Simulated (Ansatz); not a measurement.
ZrSe2 (space group P-3m1, No. 164). Coordinates: the end point of a relaxation with DFT, PBE, PAW with Ansatz's default frozen-core files, scalar-relativistic in Ansatz; the starting structure was generated, so it need not be a known form of this composition.

```
Zr Se
1.0
     3.79719    0.00000    0.00000
    -1.89859    3.28846    0.00000
     0.00000    0.00000    6.79276
Zr Se
1 2
Direct
  0.00000 0.00000 0.00000
  0.33333 0.66667 0.23319
  0.66667 0.33333 0.76681
```

Bonds are taken as Se–Zr below 3 Å. Atoms with one bond or none are removed and atoms with two bonds are replaced by edges, until no such atom is left.

Derive the underlying net.

The result is a binodal (3,6)-connected, two-periodic (layers) net: Se is a 3-connected node; Zr is a 6-connected node, in the ratio 2:1. It is the kgd net, known from the layers of CdI2 (1T type). The layers lie parallel to (001).

```json
{"node": "Se", "links": "3", "point symbol": "4³", "coordination sequence": "3 12 9 24 15"}
{"node": "Zr", "links": "6", "point symbol": "4⁶·6⁶·8³", "coordination sequence": "6 6 18 12 30"}
```

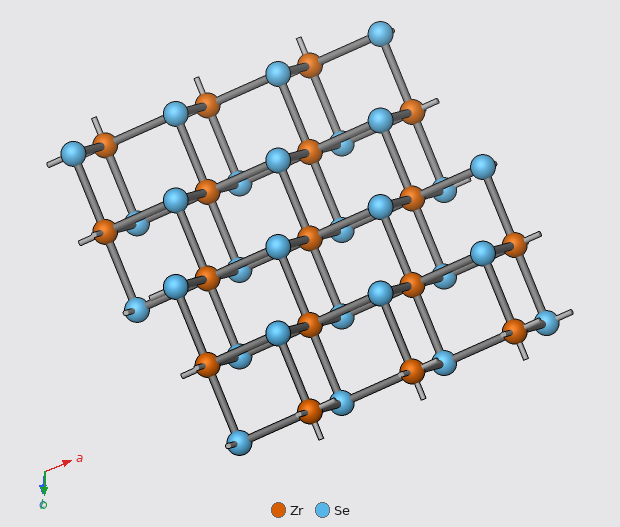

Nodes are coloured by topological kind. One layer is drawn. Edges to nodes outside the piece are drawn as stubs.
